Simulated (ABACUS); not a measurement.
# Energy of Se along an even scaling of the cell

System: Se (3 atoms in the cell).
Method: Kohn-Sham DFT of a periodic cell, PBE, PseudoDojo NC SR 0.4.1 PBE standard, no spin polarisation (ABACUS 3.10.1).

The 7 runs differ only in the geometry, by an even scaling of the cell at fixed fractional positions. The structure derives from an entry of the Crystallography Open Database.

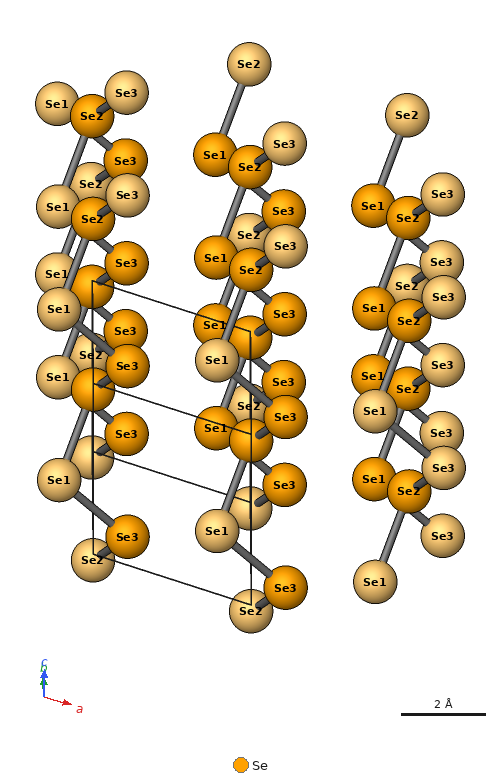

Figure 1. The structure of run 4 (ball-and-stick view of the cell of the calculation, repeated 2 × 2 × 2, seen at an oblique angle; neighbours outside the cell are drawn fainter; atoms are numbered from 1 in the order of the input).

### The input of run 4
```
INPUT_PARAMETERS
suffix              Se
calculation         scf
basis_type          lcao
pseudo_dir          ./
orbital_dir         ./
symmetry            1
dft_functional      pbe
ecutwfc             100
pseudo_rcut         10
nspin               1
nbands              29
ks_solver           genelpa
smearing_method     fd
smearing_sigma      0.00367493
scf_thr             1e-07
scf_nmax            100
mixing_type         broyden
mixing_beta         0.7
cal_force           1
cal_stress          1
out_mul             1
```

### File STRU of run 4
```
ATOMIC_SPECIES
Se 78.9710 Se.upf

NUMERICAL_ORBITAL
Se_confined-atom_7au_2s2p2d.orb

LATTICE_CONSTANT
1.8897261246

LATTICE_VECTORS
4.3551700000 0.0000000000 0.0000000000
-2.1775850000 3.7716878578 0.0000000000
0.0000000000 0.0000000000 4.9494500000

ATOMIC_POSITIONS
Direct

Se
0.0
3
0.7830000000 0.7830000000 0.5000000000 1 1 1
0.0000000000 0.2170000000 0.8333333333 1 1 1
0.2170000000 0.0000000000 0.1666666667 1 1 1
```

### File KPT of run 4
```
K_POINTS
0
Gamma
7 7 6 0 0 0
```

Command:
```bash
OMP_NUM_THREADS=1 mpirun -np 4 abacus > log
```

Run 2 differs from it as follows:
```diff
-4.3551700000 0.0000000000 0.0000000000
--2.1775850000 3.7716878578 0.0000000000
-0.0000000000 0.0000000000 4.9494500000
+4.2963091359 0.0000000000 0.0000000000
+-2.1481545680 3.7207128542 0.0000000000
+0.0000000000 0.0000000000 4.8825573405
```

### Results, with one run withheld

```csv
run,volume per atom (Å³),"free energy per atom, from the lowest run given (meV)",pressure (GPa),gap on the mesh (eV)
1,25.474,159.91,13.12,1.15
2,26.016,?,?,?
3,26.558,84.55,9.29,1.11
4,27.100,55.90,7.64,1.09
5,27.642,32.62,6.15,1.07
6,28.184,14.18,4.80,1.06
7,28.726,0.00,3.57,1.04
```

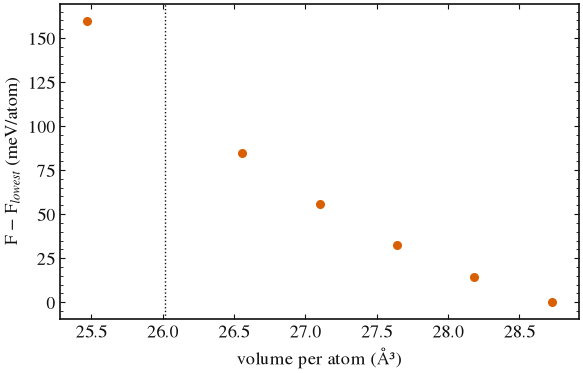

Figure 2. Free energy per atom of the runs given; the dotted line marks run 2.

Estimate the energy of run 2 from the others.

A cubic polynomial in V^(−2/3) (the Birch–Murnaghan form), fitted to the 6 runs given, misses them by at most 0.03 meV per atom. With x = V^(−2/3) − 0.11044 Å⁻², it reads F = 49.132 + 16690 x + 1.0135e+06 x² + 1.8138e+06 x³ (meV per atom). At run 2 it gives 118.98 meV per atom, and the run itself gives 118.93. The slope of the fit gives a pressure −dF/dV of 11.11 GPa there, and the run prints 11.11 GPa. The fit has no minimum inside this range. The gap on the mesh goes, without turning, from 1.15 eV in run 1 to 1.04 eV in run 7; run 2 has 1.13 eV. These are gaps of this functional on this mesh, which can miss the band edges; they aren't the measured gap.

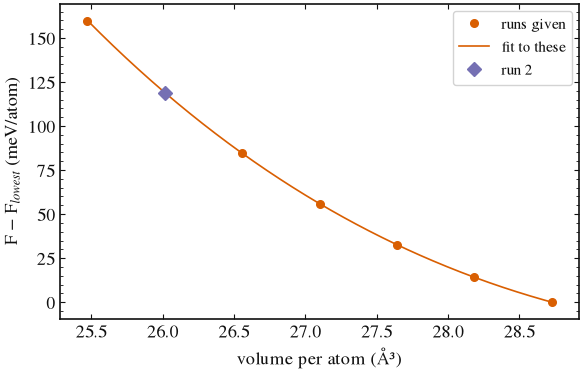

Figure 3. The fit and the withheld run.

### Some lines of the output (run 2)
```
[...]
                             Volume (A^3) = 78.0492
 E_Fermi        0.6381299177         8.6822029454
 E_Fermi        0.6415965546         8.7293689604
 E_Fermi        0.6454892156         8.7823313302
 E_Fermi        0.6456145532         8.7840366357
 E_Fermi        0.6457166216         8.7854253475
 E_Fermi        0.6457434564         8.7857904529
 E_Fermi        0.6457477609         8.7858490183
 E_KS(sigma->0) -727.3454240100      -9896.0421807621
 E_Fermi        0.6457473211         8.7858430348
 final etot is -9896.0421811 eV
 EFERMI = 8.7858430348 eV
 TOTAL-PRESSURE: 111.082876 KBAR
 !FINAL_ETOT_IS -9896.0421811193900794 eV
```

Notes: Points of doubt noted for this run: home made orbitals.
